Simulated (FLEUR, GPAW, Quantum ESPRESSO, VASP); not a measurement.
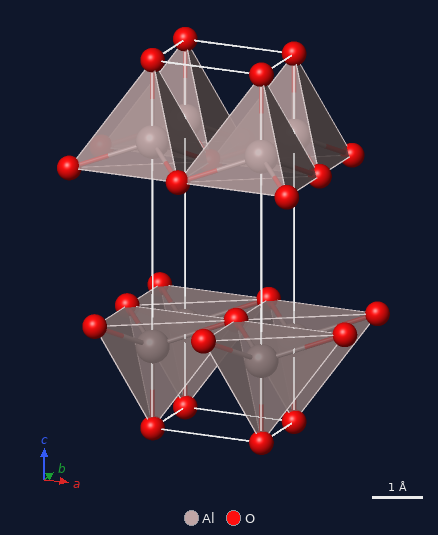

Al2O3, space group P-3m1 (No. 164), a = 3.017 Å, b = 3.017 Å, c = 7.575 Å, α = 90.00°, β = 90.00°, γ = 120.00°. We look at a polyhedral model of the crystal slightly off an axis. Atoms at the boundary of the conventional unit cell (the box) are drawn once for each face, edge or corner they touch. A few atoms beyond the faces are included. The cell is a structure listed in the Materials Project. Other forms of this composition are known.

One fixed geometry in four programs or potential sets. Alike in all runs: functional PBE; k mesh 10 × 10 × 4 on the run's cell of 5 atoms; occupations fermi-dirac, width 0.05 eV; no spin polarisation; no spin-orbit coupling. A dash marks a pressure that wasn't computed or isn't reliable.

| program | gap (eV) | pressure (GPa) |
| --- | --- | --- |
| GPAW (PAW data 1.2.1) | ? | ? |
| Quantum ESPRESSO (SSSP 1.3 efficiency) | 2.31 | 0.1 |
| FLEUR (all-electron) | 2.33 | - |
| VASP (PBE potentials, release 64 Al, O) | 2.29 | -0.5 |

Estimate the row of GPAW (PAW data 1.2.1).

Answer. A gap of 2.33 eV and a pressure of 1.4 GPa. The other rows span 2.29 to 2.33 eV and -0.5 to 0.1 GPa.

Is this cell larger or smaller than the equilibrium cell of this functional?

Answer. The pressures reach from -0.5 to 1.4 GPa, across zero or close to it, so the programs don't settle the sign.

Gaps are the least found on the k-mesh, which can miss the band edges. Plane-wave pressures hold the error of each finite cutoff.
